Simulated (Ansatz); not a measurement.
A structure file:

```xyz
4
Lattice="3.0919 0.0000 0.0000 -1.5460 2.6777 0.0000 0.0000 0.0000 5.0743" Properties=species:S:1:pos:R:3 pbc="T T T"
Si    0.0000    1.7851    5.0722
Si    1.5460    0.8926    2.5350
C     0.0000    1.7851    1.9050
C     1.5460    0.8926    4.4421
```

### Before looking at a picture, describe the arrangement of atoms.

It has the composition SiC. The structure has P6_3mc (No. 186) symmetry and a primitive hexagonal lattice. The arrangement is known as wurtzite. One cell contains 2 Si, 2 C, 4 atoms in all. The coordination shell of Si holds four C in a tetrahedral arrangement at 1.89 to 1.91 Å. C is linked to four Si in a tetrahedral arrangement at 1.89 to 1.91 Å. The bonds build a three-dimensional framework.

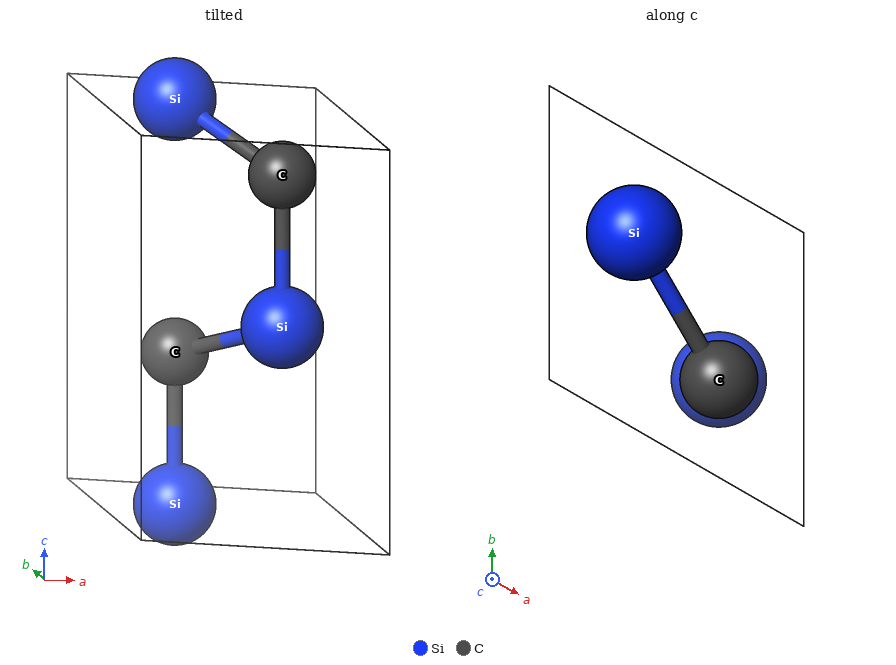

A ball-and-stick rendering, viewed slightly off an axis and along the c axis. The wireframe shows the conventional unit cell. Colours: silicon blue, carbon dark grey.

Its origin is a structure listed in the Materials Project. Earlier steps of the study may have refined or changed the cell and positions. It was run through Ansatz as a DFT input.
